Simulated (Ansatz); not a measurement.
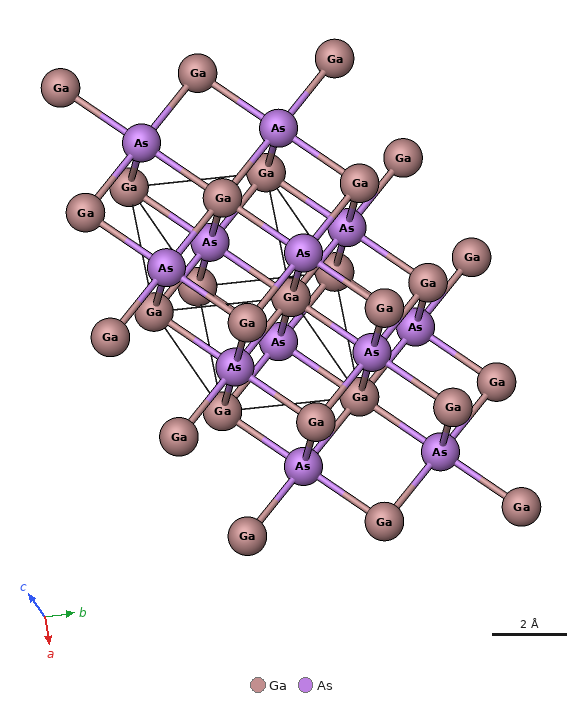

*The starting structure (ball-and-stick view of the cell of the calculation, repeated 2 × 2 × 2, seen at an oblique angle).*

# Geometry relaxation, with input and output: GaAs

GaAs (2 atoms in the cell), computed with DFT PBE, scalar-relativistic, plane waves, PAW, no spin polarisation (Ansatz 0.2.0).

The structure was made by a generator, so it may or may not be a known phase.

**Input file**
```yaml
crystal:
  lattice:
    - [-1.9064872609, 1.9064872609, 2.6953140469]
    - [1.9064872609, -1.9064872609, 2.6953140469]
    - [1.9064872609, 1.9064872609, -2.6953140469]
  atoms:
    - { symbol: Ga, position: [0.0, 0.0, 0.0] }
    - { symbol: As, position: [0.5, 0.5, 0.0] }
basis:
  ecutwfc: 420
kpoints:
  mp_grid: { grid: [20, 20, 20] }
hamiltonian:
  xc: pbe
scf:
  occupations: { method: gaussian, width: 0.1 }
output:
  forces: true
  stress: true
  eigenvalues: true
  write_density: true
  write_potential: true
  elf: true
  volumetric_format: npy
relax:
  adjacent_minimum: "off"
  f_tol: 0.01
  max_steps: 80
  cell: { stress_tol: 0.05 }
```

Launch command:
```bash
ansatz run input.yaml --threads 1 --pin off --max-ram 2048MiB --backend cpu --events-out ev --progress --plain --runs-dir out
```

**Output**
```
Engine: ansatz 0.2.0, x86_64-unknown-linux-gnu
Pseudopotentials: kind: paw
Pseudopotential: Ga, paw, valence charge 13, recommended cutoff 420 eV (normal), Ga.paw.azcp
Pseudopotential: As, paw, valence charge 15, recommended cutoff 420 eV (normal), As.paw.azcp
Functional definition: PBE
  parameter kappa = 0.804
  parameter beta = 0.06672455060314922
  exchange = pbe_x(kappa = kappa, mu = beta*pi^2/3)
  correlation = pbe_c(beta = beta)
Crystal: 2 atoms, lattice volume = 39.187 Å³
Basis set: ecut = 420 eV, 749 PW (Γ), exchange–correlation on 54×54×54 points (8 copies of the dense FFT grid, shifted against one another)
Bands: 18, of which v1, the nominal top of the filled ones, is band 14 counted from 1 (13 counted from 0)
Symmetry: 16 space group operations
Space group: I4/mmm (ITA 139), of the structure as read, at distance tolerance 3.4e-5 Å
k-points: 641 of 8000
Non-local potential: Ga, projectors of the file, l = 0: 2, l = 1: 2, l = 2: 3, l = 3: 1
Non-local potential: As, projectors of the file, l = 0: 2, l = 1: 2, l = 2: 3, l = 3: 1
PAW form: soft (Blöchl's): semilocal exchange-correlation on the pseudo side does not see the compensation charge
PAW one-centre angular grid: Ga, 590 points (default); XC on 64 Gauss nodes
PAW one-centre angular grid: As, 590 points (default); XC on 64 Gauss nodes
Initial density: superposition of atomic densities (neutral atoms: chi_scale 0, normalization atom), corrected by the library's trained network
Initial wavefunctions: pseudopotential atomic-orbital guess
Functional: x = pbe(κ = 0.804, μ = 0.2195149727645171), c = pbe(β = 0.06672455060314922)
SCF iter   1: F=—  HF=-8639.213934 eV  |F-HF|=—  |Δ(HF+E_count)|=         —  Δρ=2.27e-3  dr2=3.00e-3  ethr=1.77e-3  ⟨swp⟩=5.2  Hψ=50918  notcnv=0
preconditioner: auto → Kerker (q_TF=auto, 2.580 Å⁻¹)  [metal: Δε(μ)=0.003 eV  Ē_g=15.405 eV  σ=0.100 eV  W_gap=0.02  n_scr=14 (ndim 8)  ℏωp=25.2 eV  f_vac=0.000  D(μ)=1.07/eV (n_scr^D=8)]
SCF iter   2: F=—  HF=-8639.213018 eV  |F-HF|=—  |Δ(HF+E_count)|=   9.16e-4  Δρ=1.44e-3  dr2=1.05e-3  ethr=1.07e-5  ⟨swp⟩=1.5  Hψ=17371  notcnv=0
SCF iter   3: F=—  HF=-8639.212918 eV  |F-HF|=—  |Δ(HF+E_count)|=   1.00e-4  Δρ=6.56e-4  dr2=1.20e-4  ethr=3.76e-6  ⟨swp⟩=2.0  Hψ=17271  notcnv=0
SCF iter   4: F=—  HF=-8639.212815 eV  |F-HF|=—  |Δ(HF+E_count)|=   1.03e-4  Δρ=2.58e-4  dr2=1.59e-5  ethr=4.28e-7  ⟨swp⟩=2.0  Hψ=17328  notcnv=0
SCF iter   5: F=—  HF=-8639.212819 eV  |F-HF|=—  |Δ(HF+E_count)|=   4.33e-6  Δρ=7.58e-5  dr2=2.94e-6  ethr=5.66e-8  ⟨swp⟩=2.2  Hψ=17968  notcnv=0
SCF iter   6: F=—  HF=-8639.212820 eV  |F-HF|=—  |Δ(HF+E_count)|=   8.49e-7  Δρ=2.22e-5  dr2=2.76e-7  ethr=1.05e-8  ⟨swp⟩=2.0  Hψ=17583  notcnv=0
SCF iter   7: F=—  HF=-8639.212820 eV  |F-HF|=—  |Δ(HF+E_count)|=   1.23e-7  Δρ=2.38e-5  dr2=1.26e-7  ethr=3.57e-10  ⟨swp⟩=8.6  Hψ=82911  notcnv=0
SCF iter   8: F=-8639.212820 eV  HF=-8639.212820 eV  |F-HF|=3.15e-9  |Δ(HF+E_count)|=   9.09e-8  Δρ=3.42e-6  dr2=2.89e-9  ethr=3.57e-10  ⟨swp⟩=7.3  Hψ=69878  notcnv=0
SCF 1 converged in 8 iterations: F = -8639.212820 eV  dr2 = 2.89e-9
  greatest PAW one-centre occupation: 0.999 electrons in one spin orbital (limit 2), on the As atom at site 1 (counted from 0), in its partial waves of l = 2
relax step   1: F+E_penalty+E_count = -8639.21282004 eV  Δ(F+E_penalty+E_count) = +0.000e0 eV  max|allowed force component| = 1.356e-30 eV/Å  Δτ_max = 0.0000 Å  P = -0.037 GPa  Ω = 39.187 Å³  (8 SCF iters, dr2 threshold 1.00e-7 eV, accepted)
Initial density: handed on by an earlier stage of this run
Initial wavefunctions: pseudopotential atomic-orbital guess (no wavefunctions were taken with the density)
iter 1 solved again at ethr=4.58e-8 eV; its pass at ethr=3.10e-3 eV (dr2=1.28e-5 eV) is discarded
SCF iter   1: F=—  HF=-8639.212821 eV  |F-HF|=—  |Δ(HF+E_count)|=         —  Δρ=3.63e-6  dr2=3.27e-9  ethr=4.58e-8  ⟨swp⟩=2.9  Hψ=78188  notcnv=0
preconditioner: auto → Kerker (q_TF=auto, 2.580 Å⁻¹)  [metal: Δε(μ)=0.005 eV  Ē_g=15.384 eV  σ=0.100 eV  W_gap=0.03  n_scr=14 (ndim 8)  ℏωp=25.2 eV  f_vac=0.000  D(μ)=1.07/eV (n_scr^D=8)]
SCF iter   2: F=—  HF=-8639.212820 eV  |F-HF|=—  |Δ(HF+E_count)|=   8.41e-7  Δρ=1.30e-6  dr2=3.16e-10  ethr=1.17e-11  ⟨swp⟩=2.3  Hψ=21148  notcnv=0
SCF iter   3: F=—  HF=-8639.212820 eV  |F-HF|=—  |Δ(HF+E_count)|=  2.95e-10  Δρ=8.64e-7  dr2=1.81e-10  ethr=1.13e-12  ⟨swp⟩=2.0  Hψ=15021  notcnv=0
SCF iter   4: F=-8639.212820 eV  HF=-8639.212820 eV  |F-HF|=3.64e-12  |Δ(HF+E_count)|=  2.84e-10  Δρ=2.51e-7  dr2=1.77e-11  ethr=1.00e-12  ⟨swp⟩=4.2  Hψ=58159  notcnv=0
SCF 2 converged in 4 iterations: F = -8639.212820 eV  dr2 = 1.77e-11
relax step   2: F+E_penalty+E_count = -8639.21282004 eV  Δ(F+E_penalty+E_count) = -2.929e-9 eV  max|allowed force component| = 1.854e-29 eV/Å  Δτ_max = 0.0000 Å  P = -0.037 GPa  Ω = 39.187 Å³  stress off target by 4.64e-2 GPa  SCF on the basis re-selected at this cell (its energy is not comparable with the rows above)  (4 SCF iters)
```

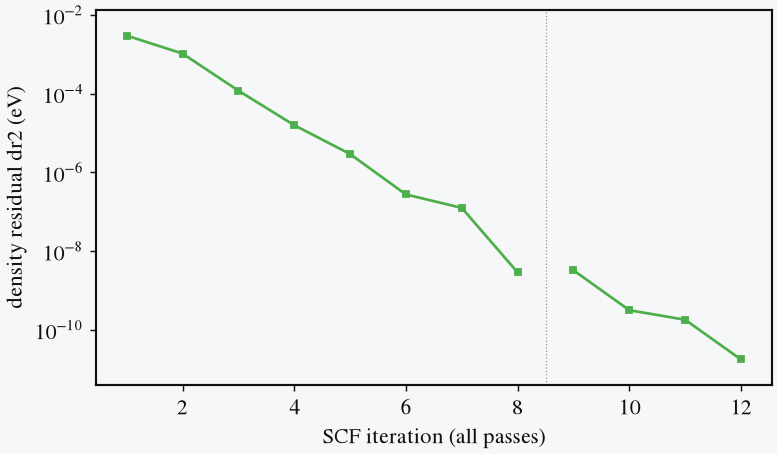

*Convergence of the self-consistent field: density residual dr2 against the SCF iteration. The dotted lines part the SCF passes of the relaxation: geometry steps, rejected trials and re-solves on a re-selected basis.*

The passes take 8 and 4 iterations.

```
basis re-selected at this cell: Δ(F+E_penalty+E_count) = -2.929e-9 eV, ΔP = +0.000 GPa vs the last step (what re-selecting the basis moved, of the pressure what is left beyond the Pulay correction that the steps carried, after the strain that the cell walked since its last selection, with what the two solves' SCF thresholds leave and, on support functions, any second-order correction that the steps lacked; it is no measure of the basis error at this ecutwfc). This SCF's stress stands 4.64e-2 GPa from its target on what of the cell is left free (relax.cell.stress_tol is 5.00e-2 GPa) and its largest allowed force component is 1.85e-29 eV/Å (relax.f_tol is 1.00e-2 eV/Å): within both
SCF converged after 4 iterations
Free energy (F): -8639.212820 eV
Harris-Foulkes:  -8639.212820 eV  (|F-HF|=3.64e-12)
Internal energy: -8639.207462 eV  (E = F + TS)
E sigma→0 (E₀):  -8639.210141 eV
Entropy (-TS):   -0.005358 eV (-2.679 meV/atom)
Fermi energy:    10.123122 eV
--- Per-component energies (eV) ---
  E_band       = -259.020322
  E_kinetic    = 217.695625
  E_local      = -3403.401822  (includes V_loc(G=0)·N_el)
  E_nonlocal   = -246.524379
  E_hartree    = 1743.988926
  E_xc         = -148.103395
  E_vxc        = -136.927879  (∫ρ·V_xc dr)
  E_paw        = -3823.159441  (= ΣΔE_a)
  E_vpaw       = -177.839706  (= ΣTr[D̂ρ^β])
  E_aug_tail   = -0.000139  (compensation charges beyond the density's cutoff)
  E_ewald      = -2979.702836
  E_smearing   = -0.005358  (= −TS)
  E_closure    = -0.000000  (closes the sum)
  Σ components = -8639.212820   (vs F -8639.212820, Δ=0.00e0)
--- Forces (eV/Å), atoms counted from 1 ---
  atom   1  Ga    -0.00000000    -0.00000000    -0.00000000
  atom   2  As    -0.00000000     0.00000000     0.00000000
  max |Σ_I F_I| component: 3.87e-29 eV/Å
--- Stress (GPa, compression-positive) ---
       -0.046419      -0.000000       0.000000
       -0.000000      -0.046419      -0.000000
        0.000000      -0.000000      -0.018701
  P = ⅓ Tr σ = -0.0372 GPa (-0.372 kbar)
--- Band table (eV; the first three rows and the last of 641) ---
  k-point 0: bands = ["-25.2380", "-25.2380", "-25.2316", "-25.2316", "-25.2316", "-4.6243", "-4.6243", "-4.6066", "-4.6066", "-4.6065", "-2.9537", "9.9933", "10.1657", "10.1697", "10.1697", "17.4609", "17.4609", "17.4636"]
  k-point 1: bands = ["-25.2380", "-25.2380", "-25.2316", "-25.2315", "-25.2315", "-4.6264", "-4.6239", "-4.6071", "-4.6056", "-4.6056", "-2.9094", "9.1394", "10.0702", "10.0742", "11.1104", "16.8783", "17.1852", "17.3935"]
  k-point 2: bands = ["-25.2381", "-25.2379", "-25.2317", "-25.2313", "-25.2313", "-4.6334", "-4.6226", "-4.6086", "-4.6029", "-4.6029", "-2.7757", "8.3018", "9.8111", "9.8151", "12.1697", "15.4201", "16.6108", "17.4306"]
  k-point 640: bands = ["-25.2395", "-25.2366", "-25.2326", "-25.2285", "-25.2285", "-4.7924", "-4.6282", "-4.6061", "-4.5631", "-4.5631", "0.1529", "4.6814", "6.5089", "7.6153", "7.6153", "13.7634", "20.1227", "20.1227"]
--- Relaxed structure (1 steps of the walk, 1 accepted, 1 SCFs on fresh bases) ---
  F+E_penalty+E_count = -8639.21282004 eV   max|allowed force component| = 1.854e-29 eV/Å   (the final SCF, on the basis selected at the relaxed cell)
  cell:  # Å, volume = 39.1866 Å³
    - [-1.9064872609, 1.9064872609, 2.6953140469]
    - [1.9064872609, -1.9064872609, 2.6953140469]
    - [1.9064872609, 1.9064872609, -2.6953140469]
  atoms:
    - { symbol: Ga, position: [0.0, 0.0, 0.0] }
    - { symbol: As, position: [0.5, 0.5, 0.0] }
```

**Trajectory as extended XYZ (Å, eV, eV/Å), 2 frames, from step=1 to step=2**
```
2
Lattice="-1.9065 1.9065 2.6953 1.9065 -1.9065 2.6953 1.9065 1.9065 -2.6953" Properties=species:S:1:pos:R:3:forces:R:3 step=1 energy=-8639.21282 pressure_GPa=-0.04
Ga    0.0000    0.0000    0.0000    0.0000   0.0000   0.0000
As    0.0000    0.0000    2.6953    0.0000   0.0000   0.0000
2
Lattice="-1.9065 1.9065 2.6953 1.9065 -1.9065 2.6953 1.9065 1.9065 -2.6953" Properties=species:S:1:pos:R:3:forces:R:3 step=2 energy=-8639.21282 pressure_GPa=-0.04
Ga    0.0000    0.0000    0.0000    0.0000   0.0000   0.0000
As    0.0000    0.0000    2.6953    0.0000   0.0000   0.0000
```

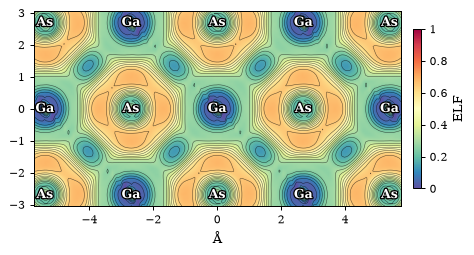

*ELF on the (010) plane of the conventional cell.*

Atoms in the plane: Ga and As. Ga–As (2.70 Å): the ELF is about 0.60 at the midpoint. The strong features right at Ga lie inside the PAW spheres (semicore, d or f shells) and say nothing about bonding. In a PAW calculation such maps are meaningful between the atoms, not at the nuclei.

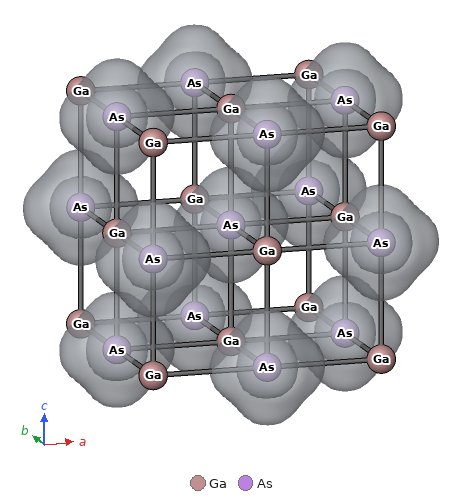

*Isosurface of the electron localisation function at 0.6 (grey), seen slightly off an axis. Core shells and regions of very low density are left out. Sticks mark near contacts. The outline is the cell set on symmetry axes.*

Profiles from the grid: Ga–As (2.70 Å): the ELF is about 0.60 at the midpoint.

**Key numbers**

| quantity | value |
| --- | --- |
| outcome | converged |
| space group (tolerance 0.01 Å) | Fm-3m (225) |
| electrons treated | 28 |
| free energy | −8639.2128 eV |
| Fermi energy | 10.123 eV |
| gap on the k-point mesh | none (metallic) |
| pressure | −0.04 GPa |
| final volume | 39.19 Å³ |
| largest force (length of the vector) at the end | under 0.001 eV/Å |
| final cell | a = 3.812 Å, b = 3.812 Å, c = 3.812 Å, α = 119.99°, β = 119.99°, γ = 90.02° |
| hardware | 1 thread of AMD EPYC (Zen 3), 64 GiB of memory available, shared host |
| wall time | 53 s |
| peak memory | 0.74 GiB |
